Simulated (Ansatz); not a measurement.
# Single-point calculation, with input and output: HfO2 (part 1 of 2)

- system: HfO2 (P4₂/mnm, 24 atoms in the cell)
- method: DFT, PBEsol, plane waves, PAW, no spin polarisation (Ansatz 0.2.0)

The structure derives from a Materials Project entry. Figures and captions count atoms from 1; the log counts them from 0 in places.

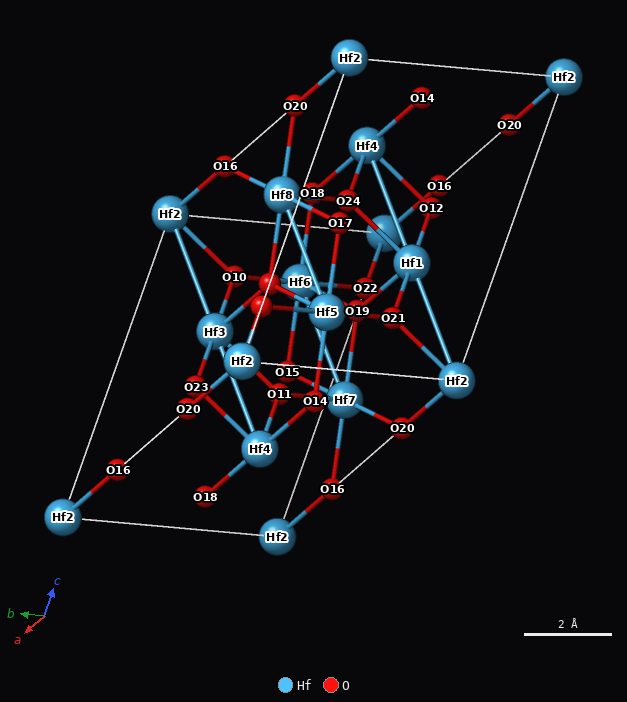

*The structure (ball-and-stick view of the cell of the calculation, seen at an oblique angle; atoms are numbered from 1 in the order of the input). An atom can appear more than once, as a periodic image.*

Near neighbours in the periodic cell (some may lie outside the picture): Hf has 2 Hf at 3.21 Å and 6 O at 2.08 to 2.09 Å; O has 3 Hf at 2.08 to 2.09 Å.

Input file
```yaml
crystal:
  lattice:
    - [-4.8301248088, -4.8301248088, 0.0]
    - [-4.8301248088, 4.8301248088, 0.0]
    - [4.8301248088, 0.0, -6.4194329124]
  atoms:
    - { symbol: Hf, position: [0.25, 0.25, 0.5] }
    - { symbol: Hf, position: [0.0, 0.0, 0.0] }
    - { symbol: Hf, position: [0.75, 0.75, 0.5] }
    - { symbol: Hf, position: [0.5, 0.5, 0.0] }
    - { symbol: Hf, position: [0.125, 0.625, 0.25] }
    - { symbol: Hf, position: [0.875, 0.375, 0.75] }
    - { symbol: Hf, position: [0.625, 0.125, 0.25] }
    - { symbol: Hf, position: [0.375, 0.875, 0.75] }
    - { symbol: O, position: [0.125, 0.9300300965, 0.25] }
    - { symbol: O, position: [0.875, 0.6800300965, 0.75] }
    - { symbol: O, position: [0.625, 0.4300300965, 0.25] }
    - { symbol: O, position: [0.375, 0.1800300965, 0.75] }
    - { symbol: O, position: [0.4449699035, 0.75, 0.5] }
    - { symbol: O, position: [0.1949699035, 0.5, 0.0] }
    - { symbol: O, position: [0.9449699035, 0.25, 0.5] }
    - { symbol: O, position: [0.6949699035, 0.0, 0.0] }
    - { symbol: O, position: [0.0550300965, 0.75, 0.5] }
    - { symbol: O, position: [0.8050300965, 0.5, 0.0] }
    - { symbol: O, position: [0.5550300965, 0.25, 0.5] }
    - { symbol: O, position: [0.3050300965, 0.0, 0.0] }
    - { symbol: O, position: [0.125, 0.3199699035, 0.25] }
    - { symbol: O, position: [0.875, 0.0699699035, 0.75] }
    - { symbol: O, position: [0.625, 0.8199699035, 0.25] }
    - { symbol: O, position: [0.375, 0.5699699035, 0.75] }
basis:
  ecutwfc: "450 eV"
  xc_grid: 2
kpoints:
  mp_grid: { grid: [2, 2, 2], shift: [0.0, 0.0, 0.0] }
hamiltonian:
  xc: pbesol
scf:
  occupations: { method: gaussian, width: 0.01 }
  lower_state_search: "off"
output:
  forces: true
  eigenvalues: true
  stress: true
```

Run on 4 threads of AMD EPYC (Zen 3), 32 GiB of memory available, shared host.

Launch command:
```bash
ansatz run input.yaml --threads 4 --pin off --max-ram 10240MiB --backend cpu --events-out ev --progress --plain --runs-dir out
```

What the program printed
```
Engine: ansatz 0.2.0, x86_64-unknown-linux-gnu
Pseudopotentials: kind: paw
Pseudopotential: Hf, paw, valence charge 26, recommended cutoff 420 eV (normal), Hf.paw.azcp
Pseudopotential: O, paw, valence charge 6, recommended cutoff 420 eV (normal), O.paw.azcp
Functional definition: PBEsol
  exchange = pbesol_x
  correlation = pbesol_c
Crystal: 24 atoms, lattice volume = 299.532 Å³
Basis set: ecut = 450 eV, 6483 PW (Γ), exchange–correlation on 96×96×120 points (8 copies of the dense FFT grid, shifted against one another)
Bands: 183, of which v1, the nominal top of the filled ones, is band 152 counted from 1 (151 counted from 0)
Symmetry: 64 space group operations
Space group: P42/mnm (ITA 136), of the structure as read, at distance tolerance 6.7e-5 Å
k-points: 4 of 8
Non-local potential: Hf, projectors of the file, l = 0: 3, l = 1: 2, l = 2: 2, l = 3: 3
Non-local potential: O, projectors of the file, l = 0: 2, l = 1: 2, l = 2: 1
PAW form: soft (Blöchl's): semilocal exchange-correlation on the pseudo side does not see the compensation charge
PAW frozen core: Hf, regenerated for the run's functional, and the local potential with it (the file was generated under x = pbe(κ = 0.804, μ = 0.2195149727645171), c = pbe(β = 0.06672455060314922))
PAW frozen core: O, regenerated for the run's functional, and the local potential with it (the file was generated under x = pbe(κ = 0.804, μ = 0.2195149727645171), c = pbe(β = 0.06672455060314922))
PAW one-centre angular grid: Hf, 590 points (default); XC on 64 Gauss nodes
PAW one-centre angular grid: O, 110 points (default); XC on 64 Gauss nodes
Initial density: superposition of atomic densities (neutral atoms: chi_scale 0, normalization atom), corrected by the library's trained network
Initial wavefunctions: pseudopotential atomic-orbital guess
Functional: x = pbesol(κ = 0.804, μ = 0.12345679012345678), c = pbesol(β = 0.046)
SCF iter   1: F=—  HF=-133801.064083 eV  |F-HF|=—  |Δ(HF+E_count)|=         —  Δρ=1.54e-2  dr2=5.73e-1  ethr=1.77e-3  ⟨swp⟩=5.2  Hψ=2201  notcnv=0  defer=34
preconditioner: auto → Resta (q_TF=auto, 2.735 Å⁻¹)  ε∞=5.2  [insulator: Δε(μ)=3.703 eV  Ē_g=17.735 eV  σ=0.010 eV  W_gap=1.00  n_scr=104 (ndim 8)  ℏωp=36.4 eV  f_vac=0.089  D(μ)=0.00/eV (n_scr^D=0)  ε∞_Penn≈5.2]
SCF iter   2: F=—  HF=-133800.921032 eV  |F-HF|=—  |Δ(HF+E_count)|=   1.43e-1  Δρ=2.62e-3  dr2=1.08e-2  ethr=1.88e-4  ⟨swp⟩=2.2  Hψ=1326  notcnv=0  defer=97
SCF iter   3: F=—  HF=-133800.920006 eV  |F-HF|=—  |Δ(HF+E_count)|=   1.03e-3  Δρ=1.33e-3  dr2=3.86e-3  ethr=3.57e-6  ⟨swp⟩=2.0  Hψ=1141  notcnv=0  defer=69
automatic band count: iteration 3 solves 176 bands in place of 183: the levels show a gap, and the empty bands left out lie too high to hold charge; the band table lists the bands solved (type scf.n_extra_bands for more)
SCF iter   4: F=—  HF=-133800.920550 eV  |F-HF|=—  |Δ(HF+E_count)|=   5.43e-4  Δρ=5.49e-4  dr2=8.19e-4  ethr=1.27e-6  ⟨swp⟩=2.2  Hψ=1178  notcnv=0  defer=69
SCF iter   5: F=—  HF=-133800.919939 eV  |F-HF|=—  |Δ(HF+E_count)|=   6.10e-4  Δρ=1.44e-4  dr2=5.76e-5  ethr=2.69e-7  ⟨swp⟩=2.0  Hψ=1224  notcnv=0  defer=69
SCF iter   6: F=—  HF=-133800.919762 eV  |F-HF|=—  |Δ(HF+E_count)|=   1.77e-4  Δρ=2.62e-5  dr2=2.04e-6  ethr=1.89e-8  ⟨swp⟩=2.0  Hψ=1243  notcnv=0  defer=69
SCF iter   7: F=—  HF=-133800.919763 eV  |F-HF|=—  |Δ(HF+E_count)|=   5.55e-7  Δρ=6.34e-6  dr2=1.41e-7  ethr=6.70e-10  ⟨swp⟩=2.2  Hψ=1220  notcnv=0  defer=69
SCF iter   8: F=-133800.919763 eV  HF=-133800.919763 eV  |F-HF|=1.28e-9  |Δ(HF+E_count)|=   1.04e-7  Δρ=1.71e-6  dr2=1.51e-8  ethr=3.29e-11  ⟨swp⟩=10.0  Hψ=2970  notcnv=0
SCF 1 converged in 8 iterations: F = -133800.919763 eV  dr2 = 1.51e-8
  greatest PAW one-centre occupation: 0.999 electrons in one spin orbital (limit 2), on the Hf atom at site 7 (counted from 0), in its partial waves of l = 3
```

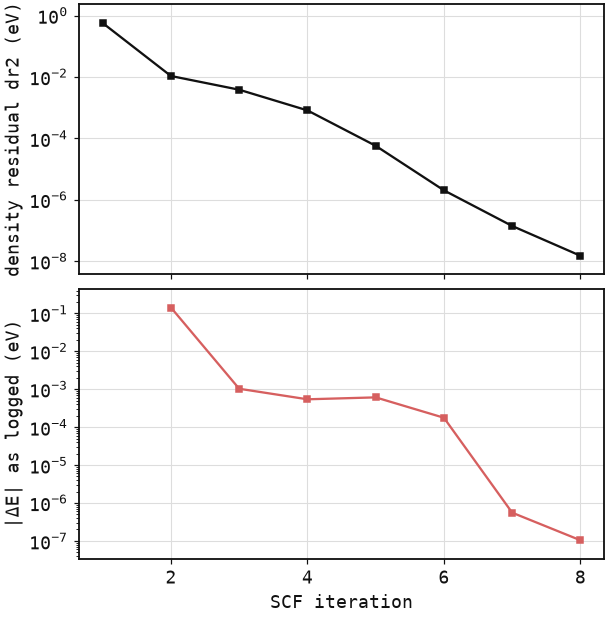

*Convergence of the self-consistent field: density residual dr2 and size of the energy change against the SCF iteration.*

The residual falls at every step.

```
SCF converged after 8 iterations
Free energy (F): -133800.919763 eV
Harris-Foulkes:  -133800.919763 eV  (|F-HF|=1.28e-9)
Internal energy: -133800.919763 eV  (E = F + TS)
E sigma→0 (E₀):  -133800.919763 eV
Fermi energy:    14.324333 eV
--- Per-component energies (eV) ---
  E_band       = -498.031060
  E_kinetic    = 6160.529010
  E_local      = -51991.390748  (includes V_loc(G=0)·N_el)
  E_nonlocal   = -9119.105019
  E_hartree    = 23639.030220
  E_xc         = -3541.905354
  E_vxc        = -3616.660729  (∫ρ·V_xc dr)
  E_paw        = -56898.344354  (= ΣΔE_a)
  E_vpaw       = 10790.482357  (= ΣTr[D̂ρ^β])
  E_aug_tail   = 0.033837  (compensation charges beyond the density's cutoff)
  E_ewald      = -42060.340695
  E_core_change = 10.573339  (= ΣΔE_core)
  E_smearing   = -0.000000  (= −TS)
  E_closure    = 0.000000  (closes the sum)
  Σ components = -133800.919763   (vs F -133800.919763, Δ=0.00e0)
--- Forces (eV/Å), atoms counted from 1 ---
  atom   1  Hf    -0.00000000    -0.00000000     0.00000000
  atom   2  Hf    -0.00000000     0.00000000    -0.00000000
  atom   3  Hf    -0.00000000    -0.00000000     0.00000000
  atom   4  Hf    -0.00000000    -0.00000000    -0.00000000
  atom   5  Hf    -0.00000000    -0.00000000     0.00000000
  atom   6  Hf    -0.00000000    -0.00000000     0.00000000
  atom   7  Hf    -0.00000000    -0.00000000     0.00000000
  atom   8  Hf    -0.00000000    -0.00000000     0.00000000
  atom   9  O     -0.00160988     0.00160988     0.00000000
  atom  10  O     -0.00160988     0.00160988     0.00000000
  atom  11  O     -0.00160988     0.00160988     0.00000000
  atom  12  O     -0.00160988     0.00160988     0.00000000
  atom  13  O      0.00160988     0.00160988    -0.00000000
  atom  14  O      0.00160988     0.00160988    -0.00000000
  atom  15  O      0.00160988     0.00160988    -0.00000000
  atom  16  O      0.00160988     0.00160988    -0.00000000
  atom  17  O     -0.00160988    -0.00160988     0.00000000
  atom  18  O     -0.00160988    -0.00160988     0.00000000
  atom  19  O     -0.00160988    -0.00160988     0.00000000
  atom  20  O     -0.00160988    -0.00160988    -0.00000000
  atom  21  O      0.00160988    -0.00160988    -0.00000000
  atom  22  O      0.00160988    -0.00160988    -0.00000000
  atom  23  O      0.00160988    -0.00160988    -0.00000000
  atom  24  O      0.00160988    -0.00160988    -0.00000000
  max |Σ_I F_I| component: 4.12e-17 eV/Å
--- Stress (GPa, compression-positive) ---
        0.148848      -0.000000      -0.000000
        0.000000       0.148848       0.000000
       -0.000000       0.000000       0.041272
  P = ⅓ Tr σ = 0.1130 GPa (1.130 kbar)
--- Band table (eV) ---
  k-point 0: bands = ["-47.9194", "-47.9096", "-47.9038", "-47.9038", "-47.9038", "-47.9038", "-47.8933", "-47.8933", "-17.1099", "-17.1099", "-16.9150", "-16.9150", "-16.8371", "-16.8371", "-16.8371", "-16.8371", "-16.8032", "-16.8032", "-16.8032", "-16.8032", "-16.6833", "-16.6833", "-16.6538", "-16.6538", "-16.6213", "-16.6213", "-16.6088", "-16.6088", "-16.6088", "-16.6088", "-16.5055", "-16.4442", "-5.2056", "-4.4037", "-4.1865", "-4.1865", "-4.1865", "-4.1865", "-3.9968", "-3.9968",
      "-3.7301", "-3.7301", "-3.7097", "-3.7097", "-3.7097", "-3.7097", "-3.2853", "-3.2853", "2.1915", "2.1915", "2.1996", "2.2077", "2.2077", "2.2077", "2.2077", "2.2251", "2.2251", "2.2309", "2.2309", "2.2309", "2.2309", "2.2329", "2.2329", "2.2344", "2.2384", "2.2384", "2.2402", "2.2402", "2.2432", "2.2432", "2.2439", "2.2439", "2.2440", "2.2440", "2.2440", "2.2440", "2.2461", "2.2461", "2.2461", "2.2461",
      "2.2464", "2.2464", "2.2566", "2.2566", "2.2566", "2.2566", "2.2632", "2.2702", "2.2718", "2.2718", "2.2718", "2.2718", "2.2842", "2.2842", "2.2866", "2.2905", "2.2908", "2.2908", "2.3172", "2.3172", "2.3172", "2.3172", "2.3793", "2.3793", "6.8144", "7.3307", "7.8086", "7.8086", "7.8086", "7.8086", "7.9981", "8.3614", "8.3614", "8.3646", "8.3646", "8.3646", "8.3646", "8.8316", "8.8316", "9.0965",
      "9.0965", "9.2057", "9.2057", "9.9640", "9.9640", "9.9640", "9.9640", "10.2852", "10.2852", "10.3460", "10.3460", "10.5609", "10.5609", "10.7978", "10.7978", "10.7978", "10.7978", "10.8126", "10.9219", "10.9219", "10.9219", "10.9219", "11.4178", "11.4178", "11.4178", "11.4178", "11.4211", "11.4211", "11.7395", "11.9866", "11.9866", "12.3812", "16.2675", "16.4480", "17.5689", "17.6529", "17.6529", "17.6529", "17.6529", "17.9305",
      "17.9305", "17.9432", "17.9432", "17.9498", "17.9498", "17.9498", "17.9498", "18.2434", "18.2434", "18.2434", "18.2434", "18.4113", "18.4113", "18.4477", "18.4477", "18.5275"]
```
